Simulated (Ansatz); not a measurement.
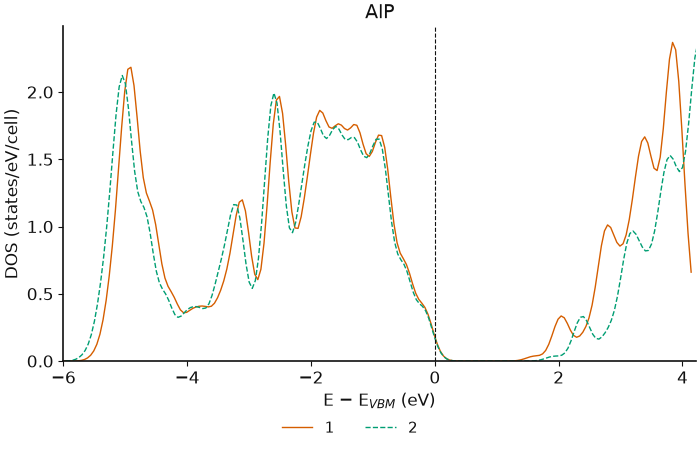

Total densities of states of AlP, space group I-4m2 (No. 119), 2 atoms in the cell, uniaxial (z) strain +1.6%, by two methods on the same cell. The curves are built from the levels of the k mesh with Gaussians 0.3 eV wide, which also blur the band edges. Each is counted from its own valence-band top.

> Which curve is which? The methods: r2SCAN, PBE.

1 is PBE; 2 is r2SCAN. PBE gives a gap of 1.58 eV and r2SCAN gives a gap of 1.90 eV.

Settings. PBE: DFT, PBE, plane waves, PAW, no spin polarisation, 8×8×8 k mesh, 420 eV cutoff, Fermi-Dirac smearing of 0.02 eV (Ansatz). r2SCAN: DFT, r2SCAN, plane waves, PAW, no spin polarisation, 8×8×8 k mesh, 500 eV cutoff (Ansatz).
